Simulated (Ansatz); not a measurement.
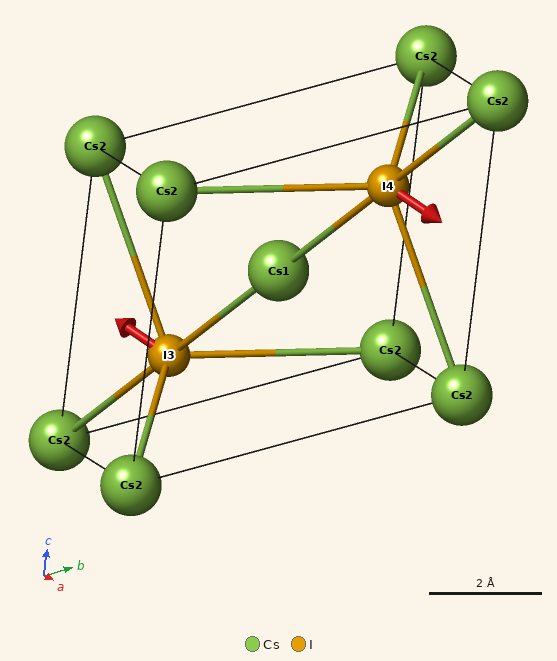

One vibrational mode of solid CsI at the zone centre of a doubled cell. Displacements are drawn as red arrows; their common scale and sign are arbitrary. A ball-and-stick model of the cell of the calculation, seen slightly off an axis.

Method: DFT PBE, scalar-relativistic, plane waves, PAW (Ansatz 0.2.0).

The input:
```yaml
crystal:
  lattice:
    - [-4.6660147546, 0.0, -4.6660147546]
    - [0.0, -4.6660147546, -4.6660147546]
    - [-4.6660147546, -4.6660147546, 0.0]
  atoms:
    - { symbol: Cs, position: [0.5, 0.5, 0.5] }
    - { symbol: Cs, position: [0.0, 0.0, 0.0] }
    - { symbol: I, position: [0.25, 0.25, 0.25] }
    - { symbol: I, position: [0.75, 0.75, 0.75] }
basis:
  ecutwfc: 420
kpoints:
  mp_grid: { grid: [4, 4, 4] }
hamiltonian:
  xc: pbe
scf:
  occupations: { method: gaussian, width: 0.05 }
output:
  eigenvalues: true
phonons:
  method: fd
  supercell: [1, 1, 1]
  amplitude: 0.02
  eigenvectors: true
  dielectric: false
```

Command:
```bash
ansatz run input.yaml --threads 2 --pin off --max-ram 5120MiB --backend cpu --events-out ev --progress --plain --runs-dir out
```

Frequencies are those without the non-analytic (LO–TO) term.

Give the character and frequency of this mode.

This is a triply degenerate mode (one member of the set is drawn) at 52 cm⁻¹, the highest level (the three translations aside). The Cs atoms stay at rest; all motion is along [1 1 −1] of the drawn cell; atoms of one kind move against one another, with no net shift of their sublattice. It changes sign from one half of the doubled cell to the other: it belongs to the zone boundary, q = (1/2, 1/2, 1/2) in the reciprocal vectors of the undoubled cell.
